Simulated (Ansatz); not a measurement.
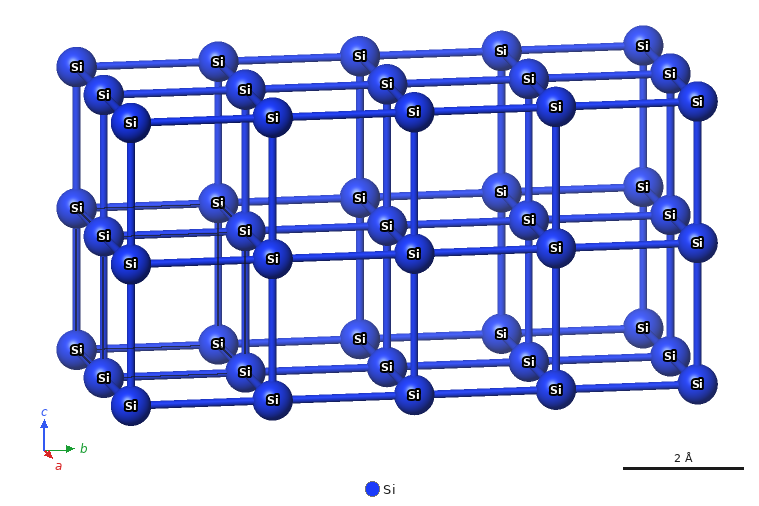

A ball-and-stick rendering, viewed slightly off an axis. The solid frame is a single conventional unit cell within a 2×4×2 block.

Si, space group Pm-3m (No. 221), a = 2.41 Å, b = 2.41 Å, c = 2.41 Å, α = 90.00°, β = 90.00°, γ = 90.00°.

Electronic-structure method: DFT LDA, scalar-relativistic, plane waves, PAW in Ansatz. Parameters: E_cut = 420 eV, k-points about 0.11 Å⁻¹ apart, Gaussian smearing of 0.15 eV, no spin polarisation.

Question: Is it conducting or gapped at this level?

Answer: A metal: bands cross the Fermi level.

Question: How far is the cell from zero pressure?

Answer: The computed pressure is 15.9 GPa (compressed: it would expand).

It derives from a structure listed in the Materials Project. The cell was then strained or its atoms displaced on purpose. It went into a calculation with Ansatz.

At this level of theory the cell isn't at rest (compressed, at 16 GPa), so its distances can differ from those at equilibrium, the more so the softer the solid.
